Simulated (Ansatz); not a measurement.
# A failed many-body run on NaI (Fm-3m)

A first try at the G0W0 gap of NaI (Fm-3m), what the program said, and an input that works.

Method: G0W0 on PBE, plane waves, PAW, in Ansatz 0.2.0.

### 1. The starting structure

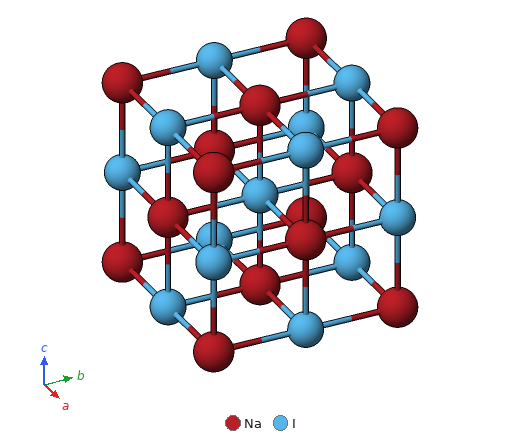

The cell as given, from a free direction (sodium red, iodine blue). This picture shows the conventional cell, with its axes. Some periodic images of atoms are drawn too.

The cell and positions come from the Crystallography Open Database and are kept as given unless a step says otherwise. Spin-orbit coupling is left out unless a step names it. The default PAW set here is soft_2. Its files were made with PBE.

### 2. First try

File input.yaml:

```yaml
crystal:
  lattice:
    - [0.0, 3.2364, 3.2364]
    - [3.2364, 0.0, 3.2364]
    - [3.2364, 3.2364, 0.0]
  atoms:
    - { symbol: Na, position: [0.0, 0.0, 0.0] }
    - { symbol: I, position: [0.5, 0.5, 0.5] }
kpoints:
  mp_grid: { grid: [4, 4, 4] }
hamiltonian:
  xc: pbe
scf:
  occupations: { method: fixed }
  max_iter: 3
gw:
  n_empty_bands: 71
  ecut_chi: 60
  qp_bands: [v2, c2]
  qp_kpoints: band_edges
  screening: { model: contour_deformation }
```

On the command line:

```bash
ansatz run input.yaml --threads 3 --pin off --max-ram 92160MiB --backend cuda --events-out ev --progress --plain --runs-dir out --devices 1 --max-vram 13GiB
```

Numbers of over 12 decimals in the logs are rounded to 6 here.

Output:

```text
GPUs: using 1 of 1 available (devices: 1).
Engine: ansatz 0.2.0, x86_64-unknown-linux-gnu
Pseudopotentials: kind: paw
Pseudopotential: Na, paw, valence charge 9, recommended cutoff 420 eV (normal), Na.paw.azcp
Pseudopotential: I, paw, valence charge 17, recommended cutoff 420 eV (normal), I.paw.azcp
Functional definition: PBE
  parameter kappa = 0.804
  parameter beta = 0.066725
  exchange = pbe_x(kappa = kappa, mu = beta*pi^2/3)
  correlation = pbe_c(beta = beta)
device memory: the entry about to start is reckoned to put 1.0 GiB on a device that reports 57.8 GiB free (of which the cap on the GPU budget leaves the run 13.0 GiB)
GPU FFT provider: cuFFT
GPU libraries: cuBLAS 13.8.2, cuFFT 12.4.0, cuSOLVER 12.3.4
Crystal: 2 atoms, lattice volume = 67.798 Å³
Basis set: ecut = 420 eV, 1363 PW (Γ)
Bands: 17, of which v1, the nominal top of the filled ones, is band 13 counted from 1 (12 counted from 0)
Symmetry: 48 space group operations
Space group: Fm-3m (ITA 225), of the structure as read, at distance tolerance 4.1e-5 Å
k-points: 8 of 64
Non-local potential: Na, projectors of the file, l = 0: 3, l = 1: 2, l = 2: 1
Non-local potential: I, projectors of the file, l = 0: 2, l = 1: 2, l = 2: 2, l = 3: 2
PAW form: soft (Blöchl's): semilocal exchange-correlation on the pseudo side does not see the compensation charge
PAW one-centre angular grid: Na, 110 points (default); XC on 64 Gauss nodes
PAW one-centre angular grid: I, 590 points (default); XC on 64 Gauss nodes
Initial density: superposition of atomic densities (neutral atoms: chi_scale 0, normalization atom), corrected by the library's trained network
Initial wavefunctions: pseudopotential atomic-orbital guess
GPU buffer pool allocated for 32768 grid points (all kernels)
GPU transforms: local potential and band sums: pruned to the plane-wave sphere, on 30×32×32
Functional: x = pbe(κ = 0.804, μ = 0.219515), c = pbe(β = 0.066725)
SCF iter   1: F=—  HF=-9001.876943 eV  |F-HF|=—  |Δ(HF+E_count)|=         —  Δρ=2.27e-4  dr2=4.92e-5  ethr=1.77e-3  ⟨swp⟩=6.6  Hψ=1552  notcnv=0
preconditioner: auto → none  [insulator: Δε(μ)=3.642 eV  Ē_g=10.581 eV  n_scr=14 (ndim 8)  ℏωp=12.8 eV  f_vac=0.068  ε∞_Penn≈2.5]
SCF iter   2: F=—  HF=-9001.877012 eV  |F-HF|=—  |Δ(HF+E_count)|=   6.88e-5  Δρ=8.80e-5  dr2=2.68e-6  ethr=1.89e-7  ⟨swp⟩=3.6  Hψ=709  notcnv=0
SCF iter   3: F=—  HF=-9001.877040 eV  |F-HF|=—  |Δ(HF+E_count)|=   2.76e-5  Δρ=3.82e-5  dr2=6.00e-7  ethr=1.03e-8  ⟨swp⟩=3.1  Hψ=460  notcnv=0
Error: did not converge after 3 iterations: dr2 = 6.00e-7 (threshold 1.00e-7), under the density mixer `msr1`, which `scf.mixing.algorithm: auto` chose by the deck's other keys (type `scf.mixing.algorithm: msr1` to keep it); at k-index 0, counted from 0 in this SCF's own list of k-points, the highest band that the last eigensolve's fill by count filled, 3.038529 eV, and the lowest that it left empty, 6.681439 eV, lay [...]
```

The job ended after 6.8 s (1 × NVIDIA H100 80GB HBM3 (shared by 6 runs) with 3 threads of AMD EPYC 7R13 (Zen 3), shared host; peak memory 0.89 GiB).

In the SCF lines HF is the Harris–Foulkes energy and dr2 the Hartree energy of the density residual, in eV; the loop may stop once dr2 is under the threshold and the program's other checks hold. Hψ counts applications of the Hamiltonian.

**What went wrong?**

The run stopped without converging, so none of its numbers is a property of the system.

The program's message: “Error: did not converge after 3 iterations: dr2 = 6.00e-7 (threshold 1.00e-7), under the density mixer `msr1`, which `scf.mixing.algorithm: auto` chose by the deck's other keys (type `scf.mixing.algor …”

The fault: too few SCF iterations. The ground state must converge before anything is built on it.

### 3. A better input

G0W0 replaces the xc potential by the self-energy, built once from these orbitals. Only a window of levels is corrected, while the sums run over the empty bands that the input names.

Edit input.yaml of step 2 so:

```diff
@@ -14,6 +14,5 @@
   occupations: { method: fixed }
-  max_iter: 3
 gw:
-  n_empty_bands: 71
-  ecut_chi: 60
+  n_empty_bands: 282
+  ecut_chi: 150
   qp_bands: [v2, c2]
```

Output:

```text
GPUs: using 1 of 1 available (devices: 1).
[...]
GPU FFT provider: cuFFT
GPU libraries: cuBLAS 13.8.2, cuFFT 12.4.0, cuSOLVER 12.3.4
Crystal: 2 atoms, lattice volume = 67.798 Å³
Basis set: ecut = 420 eV, 1363 PW (Γ)
Bands: 17, of which v1, the nominal top of the filled ones, is band 13 counted from 1 (12 counted from 0)
[... 1 set-up line as in the run before ...]
[...]
k-points: 8 of 64
[...]
GPU buffer pool allocated for 32768 grid points (all kernels)
[...]
SCF iter   1: F=—  HF=-9001.877174 eV  |F-HF|=—  |Δ(HF+E_count)|=         —  Δρ=6.27e-4  dr2=6.17e-4  ethr=1.77e-3  ⟨swp⟩=5.1  Hψ=604  notcnv=0  defer=12
[...]
SCF iter   8: F=-9001.877046 eV  HF=-9001.877046 eV  |F-HF|=6.03e-8  |Δ(HF+E_count)|=   1.11e-7  Δρ=7.16e-6  dr2=8.25e-8  ethr=3.85e-10  ⟨swp⟩=4.5  Hψ=562  notcnv=0
SCF 1 converged in 8 iterations: F = -9001.877046 eV  dr2 = 8.25e-8
[...]
0    12      3.0384   -17.5614     1.5090   -14.5415  0.7914     1.4928     1.5274  root
     0    13      3.0384   -17.5614     1.5090   -14.5415  0.7914     1.4928     1.5274  root
     0    14      6.6804    -5.2755    -3.3174    -9.0709  0.8326     7.1607     7.1583  root
     0    15     10.9971    -3.7357    -3.5670    -7.8644  0.8150    11.5634    11.5588  root
     1    12      2.8918   -17.3718     1.5499   -14.2929  0.7902     1.3265     1.3628  root
     1    13      2.8918   -17.3718     1.5499   -14.2929  0.7902     1.3265     1.3628  root
     1    14      7.9672    -5.3843    -3.3872    -9.2668  0.8261     8.4653     8.4624  root
     1    15     10.5540    -4.8221    -3.6777    -9.0453  0.8089    11.1041    11.0995  root
[...]
6    12      2.2948   -16.8329     1.7461   -13.4981  0.7850     0.6627     0.7061  root
     6    13      2.2948   -16.8329     1.7461   -13.4981  0.7850     0.6627     0.7061  root
     6    14      7.5352    -4.5127    -3.2528    -8.3657  0.8293     8.1395     8.1354  root
     6    15      8.6040    -3.3381    -3.1850    -6.9037  0.8283     8.9862     8.9846  root
[key lines of the parts left out:]
SCF converged after 8 iterations
Free energy (F): -9001.877046 eV
Fermi energy:    3.038382 eV
```

The job ended after 13 s (1 × NVIDIA H100 80GB HBM3 (shared by 6 runs) with 3 threads; peak memory 1.2 GiB).

Numbers from this step:

| Item | Value |
| --- | --- |
| bands summed | 295 |
| RPA ε∞ on this mesh (eigenvalues) | 3.208, 3.208, 3.208 |
| plane waves in the screening matrix | 283 |
| q-points in the mesh | 64 |
| G0W0 gap on the mesh | 5.631 eV |
| k of the valence top | 0, 0, 0 |
| k of the conduction bottom | 0, 0, 0 |
| starting gap on the mesh | 3.642 eV |
| Z at the valence top | 0.7914 |
| Z at the conduction bottom | 0.8326 |
| least direct G0W0 gap on the computed points | 5.631 eV |

The gap on the mesh goes from 3.64 eV to 5.63 eV, a correction of +1.99 eV. Between the two edge states, bare exchange in place of the xc potential would open the gap by 6.82 eV, and correlation takes back 4.83 eV.

### 4. Results

| Quantity | Value |
| --- | --- |
| first try | not converged after 6.8 s |
| better run | G0W0 gap on the mesh 5.63 eV (4×4×4 mesh, 282 empty bands, screening to 150 eV) |

What this shows: The second run differs in: empty bands, screening cutoff (eV) and iteration cap. Bands and cutoff are finite, so the gap is not at the basis limit. The miss can reach some tenths of an eV and take either sign; the mesh is an error of its own. The many-body steps are scalar-relativistic: spin-orbit coupling is not in them.

[Paths, hosts, dates, memory and timing lines, banners, echoed tables and standing remarks are left out of the program output.]

[Logs are printed without paths, hosts, clocks, repeated set-up lines and the standing remarks that a program may print on its own settings, such as how far it seeks lower states.]

[Runs of the session that timed out or met a known fault of the program may be left out.]

[Cells called generated may have been cut or substituted from an entry of the Crystallography Open Database or the Materials Project.]

[Hosts, paths, dates, database ids (printed as entryN), source tags and the programs' standing remarks are cut or masked in the printed files.]
